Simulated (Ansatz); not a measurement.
# What a change does: geometry relaxation on Al$_{16}$As$_{16}$H

System: Al$_{16}$As$_{16}$H (defect cell, 33 atoms in the cell, total charge −1).
Method of run 1: DFT PBE, scalar-relativistic, plane waves, PAW, no spin polarisation (Ansatz 0.2.0).

The structure derives from a Materials Project entry. Text and figures count atoms from 1; the logs count them from 0 in places.

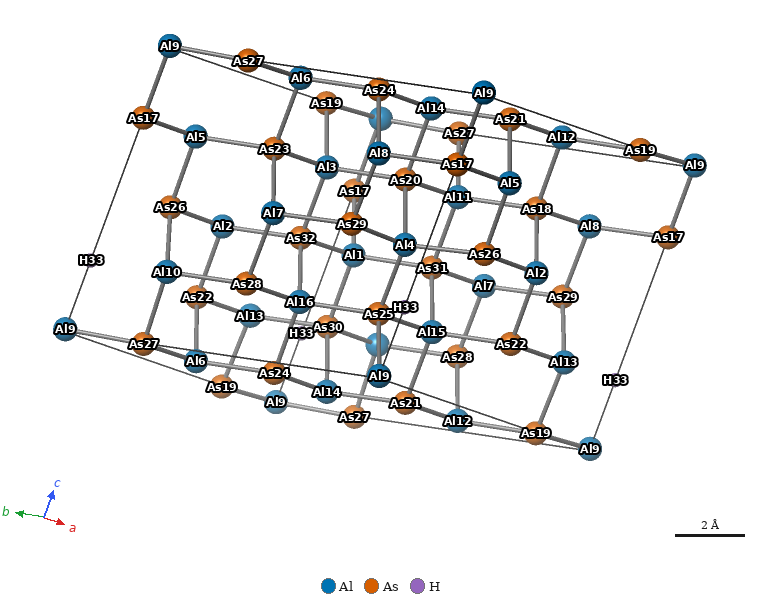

**Figure 1.** The structure as given in the input (ball-and-stick view of the cell of the calculation, seen at an oblique angle; atoms are numbered from 1 in the order of the input). An atom can appear more than once, as a periodic image.

## The input, run 1
```yaml
crystal:
  lattice:
    - [-5.7279123196, 5.7279123196, -5.7279123196]
    - [-5.7279123196, -5.7279123196, 5.7279123196]
    - [5.7279123196, 5.7279123196, 5.7279123196]
  atoms:
    - { symbol: Al, position: [0.7507400955, 0.7507400955, 0.5022980406] }
    - { symbol: Al, position: [0.5015579451, 0.0, 0.4992599045] }
    - { symbol: Al, position: [0.4984420549, 0.7477019594, 0.7484420549] }
    - { symbol: Al, position: [0.242600773, 0.242600773, 0.492600773] }
    - { symbol: Al, position: [0.2492599045, 0.0, 0.7515579451] }
    - { symbol: Al, position: [0.2522980406, 0.7507400955, 0.0007400955] }
    - { symbol: Al, position: [0.0, 0.5015579451, 0.4992599045] }
    - { symbol: Al, position: [0.0, 0.2492599045, 0.7515579451] }
    - { symbol: Al, position: [0.0, 0.0, 0.007399227] }
    - { symbol: Al, position: [0.0, 0.757399227, 0.25] }
    - { symbol: Al, position: [0.7477019594, 0.4984420549, 0.7484420549] }
    - { symbol: Al, position: [0.7507400955, 0.2522980406, 0.0007400955] }
    - { symbol: Al, position: [0.757399227, 0.0, 0.25] }
    - { symbol: Al, position: [0.4984420549, 0.4984420549, -0.0022980406] }
    - { symbol: Al, position: [0.5015579451, 0.2492599045, 0.25] }
    - { symbol: Al, position: [0.2492599045, 0.5015579451, 0.25] }
    - { symbol: As, position: [0.0, 0.0, 0.7537404076] }
    - { symbol: As, position: [0.75, 0.25, 0.75] }
    - { symbol: As, position: [0.7472541017, 0.0, -0.0027458983] }
    - { symbol: As, position: [0.4962595924, 0.4962595924, 0.7462595924] }
    - { symbol: As, position: [0.5, 0.25, 0.0] }
    - { symbol: As, position: [0.5037404076, 0.0, 0.25] }
    - { symbol: As, position: [0.25, 0.75, 0.75] }
    - { symbol: As, position: [0.25, 0.5, 0.0] }
    - { symbol: As, position: [0.2527458983, 0.2527458983, 0.25] }
    - { symbol: As, position: [0.2527458983, 0.0, 0.5027458983] }
    - { symbol: As, position: [0.0, 0.7472541017, -0.0027458983] }
    - { symbol: As, position: [0.0, 0.5037404076, 0.25] }
    - { symbol: As, position: [0.0, 0.2527458983, 0.5027458983] }
    - { symbol: As, position: [0.7472541017, 0.7472541017, 0.25] }
    - { symbol: As, position: [0.75, 0.5, 0.5] }
    - { symbol: As, position: [0.5, 0.75, 0.5] }
    - { symbol: H, position: [0.0, 0.0, 0.25] }
  host:
    lattice:
      - [0.0, 2.8639561598, 2.8639561598]
      - [2.8639561598, 0.0, 2.8639561598]
      - [2.8639561598, 2.8639561598, 0.0]
    atoms:
      - { symbol: Al, position: [0.0, 0.0, 0.0] }
      - { symbol: As, position: [0.75, 0.75, 0.75] }
total_charge: -1
basis:
  ecutwfc: 420
  xc_grid: 2
kpoints:
  mp_grid: { grid: [3, 3, 3], shift: [0.0, 0.0, 0.0] }
hamiltonian:
  xc: pbe
scf:
  occupations: { method: gaussian, width: 0.01 }
output:
  forces: true
  stress: false
  eigenvalues: true
  charged_corrections:
    defect_position: [0.0, 0.0, 0.25]
    epsilon: [[11.5641, 0.0, 0.0], [0.0, 11.5641, 0.0], [0.0, 0.0, 11.5641]]
  write_density: true
  write_potential: true
  elf: true
  volumetric_format: npy
relax:
  adjacent_minimum: "off"
  f_tol: 0.025
  max_steps: 45
```

Command:
```bash
ansatz run input.yaml --threads 4 --pin off --max-ram 10240MiB --backend cpu --events-out ev --progress --plain --runs-dir out
```

Hardware: 4 threads of Arm Neoverse V2, 24 GiB of memory available, shared host.

## Output, shortened to warnings, some set-up lines, iterations and results (run 1)
```
Basis set: ecut = 420 eV, 14771 PW (Γ), exchange–correlation on 144×144×144 points (8 copies of the dense FFT grid, shifted against one another)
Symmetry: 24 space group operations
k-points: 4 of 27 (time reversal used)
Initial density: superposition of atomic densities (neutral atoms scaled as one to the charged cell's electrons: chi_scale 0, normalization atom), corrected by the library's trained network
[...]
SCF iter   1: F=—  HF=-86321.970737 eV  |F-HF|=—  |Δ(HF+E_count)|=         —  Δρ=8.80e-3  dr2=1.03e0  ethr=1.77e-3  ⟨swp⟩=6.0  Hψ=2728  notcnv=0  defer=33
SCF iter   2: F=—  HF=-86321.618823 eV  |F-HF|=—  |Δ(HF+E_count)|=   3.52e-1  Δρ=4.12e-3  dr2=1.92e-1  ethr=3.56e-4  ⟨swp⟩=2.8  Hψ=1032  notcnv=0  defer=112
SCF iter   3: F=—  HF=-86321.526976 eV  |F-HF|=—  |Δ(HF+E_count)|=   9.18e-2  Δρ=1.37e-3  dr2=1.40e-2  ethr=6.63e-5  ⟨swp⟩=3.5  Hψ=1395  notcnv=0  defer=112
SCF iter   4: F=—  HF=-86321.521343 eV  |F-HF|=—  |Δ(HF+E_count)|=   5.63e-3  Δρ=4.47e-4  dr2=1.52e-3  ethr=4.84e-6  ⟨swp⟩=2.0  Hψ=1284  notcnv=0  defer=112
SCF iter   5: F=—  HF=-86321.521768 eV  |F-HF|=—  |Δ(HF+E_count)|=   4.25e-4  Δρ=9.20e-5  dr2=1.20e-4  ethr=5.25e-7  ⟨swp⟩=2.0  Hψ=876  notcnv=0  defer=112
[... 21 lines ...]
SCF iter   4: F=—  HF=-86321.821434 eV  |F-HF|=—  |Δ(HF+E_count)|=   1.29e-4  Δρ=7.99e-6  dr2=7.36e-7  ethr=1.47e-9  ⟨swp⟩=2.0  Hψ=1182  notcnv=0  defer=110
SCF iter   5: F=—  HF=-86321.821434 eV  |F-HF|=—  |Δ(HF+E_count)|=   1.15e-9  Δρ=2.99e-6  dr2=1.08e-7  ethr=2.54e-10  ⟨swp⟩=2.0  Hψ=1182  notcnv=0  defer=110
SCF iter   6: F=-86321.821434 eV  HF=-86321.821434 eV  |F-HF|=6.21e-9  |Δ(HF+E_count)|=   7.48e-8  Δρ=7.34e-7  dr2=6.79e-9  ethr=3.45e-11  ⟨swp⟩=13.0  Hψ=4268  notcnv=0
SCF 4 converged in 6 iterations: F = -86321.821434 eV  dr2 = 6.79e-9
relax step   4: F+E_penalty+E_count = -86321.82143440 eV  Δ(F+E_penalty+E_count) = -2.350e-3 eV  max|allowed force component| = 3.418e-3 eV/Å  Δτ_max = 0.0049 Å  (6 SCF …
SCF converged after 6 iterations
Free energy (F): -86321.821434 eV
Harris-Foulkes:  -86321.821434 eV  (|F-HF|=6.21e-9)
Internal energy: -86321.821434 eV  (E = F + TS)
E sigma→0 (E₀):  -86321.821434 eV
Fermi energy:    6.774813 eV
--- Per-component energies (eV) ---
  E_band       = -4347.812263
  E_kinetic    = 2037.446665
  E_local      = -34190.447482  (includes V_loc(G=0)·N_el)
  E_nonlocal   = -10559.956559
  E_hartree    = 18235.774841
  E_xc         = -1916.738464
  E_vxc        = -1749.394022  (∫ρ·V_xc dr)
  E_paw        = -36847.743344  (= ΣΔE_a)
  E_vpaw       = 3642.990730  (= ΣTr[D̂ρ^β])
  E_aug_tail   = -0.001041  (compensation charges beyond the density's cutoff)
  E_ewald      = -23080.156051
  E_smearing   = -0.000000  (= −TS)
  E_closure    = 0.000000  (closes the sum)
  E_deformation_potential = -12.531534  (in the stress; not in F)
  Σ components = -86321.821434   (vs F -86321.821434, Δ=0.00e0)
--- Forces (eV/Å), atoms counted from 1 ---
  atom   1  Al     0.00292112    -0.00130137    -0.00130137
  atom   2  Al     0.00130137     0.00292112     0.00130137
  atom   3  Al    -0.00130137    -0.00292112     0.00130137
  atom   4  Al     0.00125391    -0.00125391    -0.00125391
  atom   5  Al    -0.00130137     0.00292112    -0.00130137
  atom   6  Al     0.00130137    -0.00130137    -0.00292112
  atom   7  Al     0.00130137     0.00130137     0.00292112
  atom   8  Al    -0.00130137    -0.00130137     0.00292112
  atom   9  Al     0.00125391     0.00125391     0.00125391
  atom  10  Al    -0.00125391    -0.00125391     0.00125391
  atom  11  Al    -0.00130137     0.00130137    -0.00292112
  atom  12  Al     0.00130137    -0.00292112    -0.00130137
  atom  13  Al    -0.00125391     0.00125391    -0.00125391
  atom  14  Al     0.00292112     0.00130137     0.00130137
  atom  15  Al    -0.00292112    -0.00130137     0.00130137
  atom  16  Al    -0.00292112     0.00130137    -0.00130137
  atom  17  As     0.00039414     0.00039414     0.00039414
  atom  18  As    -0.00000000     0.00000000     0.00000000
  atom  19  As    -0.00000000    -0.00341773     0.00000000
  atom  20  As     0.00039414    -0.00039414    -0.00039414
  atom  21  As    -0.00000000     0.00000000     0.00000000
  atom  22  As    -0.00039414     0.00039414    -0.00039414
  atom  23  As    -0.00000000    -0.00000000    -0.00000000
  atom  24  As    -0.00000000    -0.00000000     0.00000000
  atom  25  As    -0.00341773     0.00000000     0.00000000
  atom  26  As    -0.00000000     0.00341773    -0.00000000
  atom  27  As    -0.00000000     0.00000000    -0.00341773
  atom  28  As    -0.00039414    -0.00039414     0.00039414
  atom  29  As    -0.00000000     0.00000000     0.00341773
[...]
```

For run 2 the input was changed thus:
```diff
-total_charge: -1
+total_charge: 1
```

What does this change do to the results?

The total energies belong to different systems, so their difference says nothing on which is more stable or more accurate. The gap of 1.50 eV on the mesh closes. A charged cell is computed with a uniform neutralising background, so its energy and pressure depend on the cell and aren't those of a real crystal. The SCF takes 18 iterations over all geometry steps against 23.

## Output, shortened to warnings, some set-up lines, iterations and results (run 2)
```
Basis set: ecut = 420 eV, 14771 PW (Γ), exchange–correlation on 144×144×144 points (8 copies of the dense FFT grid, shifted against one another)
Symmetry: 24 space group operations
k-points: 4 of 27 (time reversal used)
Initial density: superposition of atomic densities (neutral atoms scaled as one to the charged cell's electrons: chi_scale 0, normalization atom), corrected by the library's trained network
[...]
SCF iter   1: F=—  HF=-86334.148362 eV  |F-HF|=—  |Δ(HF+E_count)|=         —  Δρ=1.38e-2  dr2=3.19e0  ethr=1.77e-3  ⟨swp⟩=6.0  Hψ=2705  notcnv=0  defer=32
SCF iter   2: F=—  HF=-86333.759698 eV  |F-HF|=—  |Δ(HF+E_count)|=   3.89e-1  Δρ=8.48e-3  dr2=1.08e0  ethr=1.11e-3  ⟨swp⟩=3.0  Hψ=1038  notcnv=0  defer=109
SCF iter   3: F=—  HF=-86333.648551 eV  |F-HF|=—  |Δ(HF+E_count)|=   1.11e-1  Δρ=3.28e-3  dr2=8.40e-2  ethr=3.77e-4  ⟨swp⟩=2.2  Hψ=726  notcnv=0  defer=110
SCF iter   4: F=—  HF=-86333.622738 eV  |F-HF|=—  |Δ(HF+E_count)|=   2.58e-2  Δρ=6.38e-4  dr2=9.41e-3  ethr=2.92e-5  ⟨swp⟩=2.8  Hψ=986  notcnv=0  defer=113
SCF iter   5: F=—  HF=-86333.621962 eV  |F-HF|=—  |Δ(HF+E_count)|=   7.76e-4  Δρ=1.66e-4  dr2=2.22e-4  ethr=3.27e-6  ⟨swp⟩=2.2  Hψ=731  notcnv=0  defer=113
[... 14 lines ...]
SCF iter   4: F=—  HF=-86333.642746 eV  |F-HF|=—  |Δ(HF+E_count)|=   1.61e-4  Δρ=8.39e-6  dr2=7.44e-7  ethr=3.65e-9  ⟨swp⟩=2.2  Hψ=930  notcnv=0  defer=113
SCF iter   5: F=—  HF=-86333.642746 eV  |F-HF|=—  |Δ(HF+E_count)|=   1.44e-7  Δρ=2.97e-6  dr2=1.05e-7  ethr=3.47e-11  ⟨swp⟩=15.0  Hψ=5966  notcnv=0
SCF iter   6: F=-86333.642746 eV  HF=-86333.642746 eV  |F-HF|=1.29e-8  |Δ(HF+E_count)|=   2.17e-8  Δρ=1.09e-6  dr2=1.24e-8  ethr=3.47e-11  ⟨swp⟩=7.0  Hψ=3737  notcnv=0
SCF 3 converged in 6 iterations: F = -86333.642746 eV  dr2 = 1.24e-8
relax step   3: F+E_penalty+E_count = -86333.64274596 eV  Δ(F+E_penalty+E_count) = -2.594e-3 eV  max|allowed force component| = 3.369e-3 eV/Å  Δτ_max = 0.0146 Å  (6 SCF …
SCF converged after 6 iterations
Free energy (F): -86333.642746 eV
Harris-Foulkes:  -86333.642746 eV  (|F-HF|=1.29e-8)
Internal energy: -86333.639192 eV  (E = F + TS)
E sigma→0 (E₀):  -86333.640969 eV
Entropy (-TS):   -0.003554 eV (-0.108 meV/atom)
Fermi energy:    5.786237 eV
--- Per-component energies (eV) ---
  E_band       = -4375.451851
  E_kinetic    = 2011.577727
  E_local      = -34175.391418  (includes V_loc(G=0)·N_el)
  E_nonlocal   = -10560.678520
  E_hartree    = 18215.432526
  E_xc         = -1896.425574
  E_vxc        = -1722.924280  (∫ρ·V_xc dr)
  E_paw        = -36848.166311  (= ΣΔE_a)
  E_vpaw       = 3641.097979  (= ΣTr[D̂ρ^β])
  E_aug_tail   = -0.000879  (compensation charges beyond the density's cutoff)
  E_ewald      = -23079.986743
  E_smearing   = -0.003554  (= −TS)
  E_closure    = 0.000000  (closes the sum)
  E_deformation_potential = 12.531534  (in the stress; not in F)
  Σ components = -86333.642746   (vs F -86333.642746, Δ=0.00e0)
--- Forces (eV/Å), atoms counted from 1 ---
  atom   1  Al     0.00124749     0.00250082     0.00250082
  atom   2  Al    -0.00250082     0.00124749    -0.00250082
  atom   3  Al     0.00250082    -0.00124749    -0.00250082
  atom   4  Al     0.00187837    -0.00187837    -0.00187837
  atom   5  Al     0.00250082     0.00124749     0.00250082
  atom   6  Al    -0.00250082     0.00250082    -0.00124749
  atom   7  Al    -0.00250082    -0.00250082     0.00124749
  atom   8  Al     0.00250082     0.00250082     0.00124749
  atom   9  Al     0.00187837     0.00187837     0.00187837
  atom  10  Al    -0.00187837    -0.00187837     0.00187837
  atom  11  Al     0.00250082    -0.00250082    -0.00124749
  atom  12  Al    -0.00250082    -0.00124749     0.00250082
  atom  13  Al    -0.00187837     0.00187837    -0.00187837
  atom  14  Al     0.00124749    -0.00250082    -0.00250082
  atom  15  Al    -0.00124749     0.00250082    -0.00250082
  atom  16  Al    -0.00124749    -0.00250082     0.00250082
  atom  17  As    -0.00247486    -0.00247486    -0.00247486
  atom  18  As    -0.00000000    -0.00000000    -0.00000000
  atom  19  As    -0.00000000     0.00336893     0.00000000
  atom  20  As    -0.00247486     0.00247486     0.00247486
  atom  21  As    -0.00000000     0.00000000     0.00000000
  atom  22  As     0.00247486    -0.00247486     0.00247486
  atom  23  As    -0.00000000     0.00000000    -0.00000000
  atom  24  As    -0.00000000     0.00000000    -0.00000000
  atom  25  As     0.00336893     0.00000000     0.00000000
  atom  26  As    -0.00000000    -0.00336893    -0.00000000
  atom  27  As    -0.00000000     0.00000000     0.00336893
  atom  28  As     0.00247486     0.00247486    -0.00247486
[...]
```

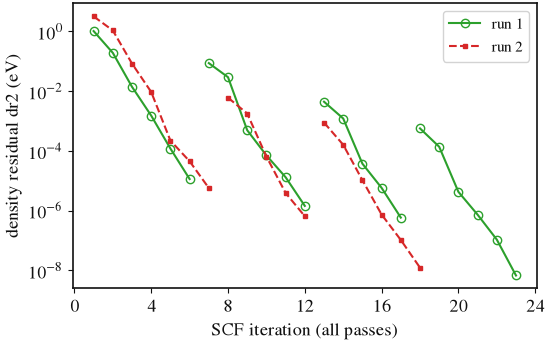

**Figure 2.** Convergence of the two runs: density residual dr2 against the SCF iteration. A break in a curve parts two SCF passes. Run 1 takes 23 iterations in all, and run 2 takes 18.

## The two runs side by side

| quantity | run 1 | run 2 |
| --- | --- | --- |
| outcome | converged | converged |
| free energy per atom (eV) | −2615.8128 | −2616.1710 |
| gap on the mesh (eV) | 1.50 | 0.00 |
| largest force (eV/Å) | 0.003 | 0.004 |
| SCF iterations | 23 | 18 |
| irreducible k-points | 4 | 4 |
| wall time (shared host) | 1.7 min | 77 s |

For both runs: The cell is charged and computed with a neutralising background, so its energy and pressure depend on the cell and aren't those of a real crystal.
